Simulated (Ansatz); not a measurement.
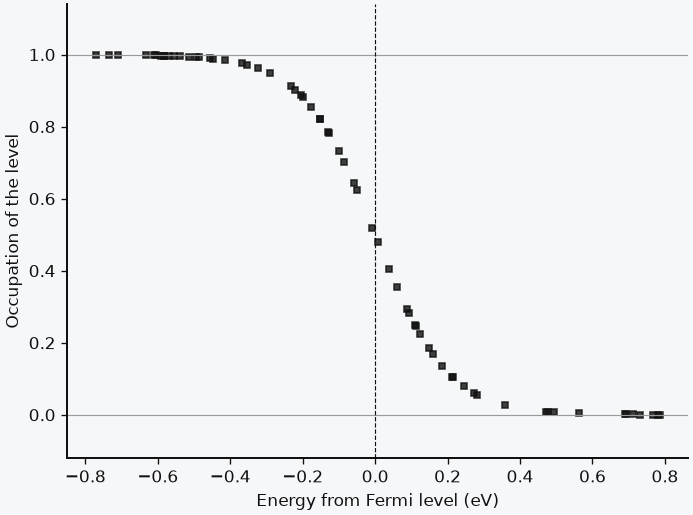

Occupations of the one-electron levels of the k mesh against their energy, from a run on ZrH₃, space group Pm-3m, 4 atoms in the cell, with Ansatz.

Name the smearing function and its width.

Answer. Fermi-Dirac smearing with a width of 0.1 eV. The occupations stay between 0 and 1 and have long exponential tails; the slope at the Fermi level is 1/(4 × width).
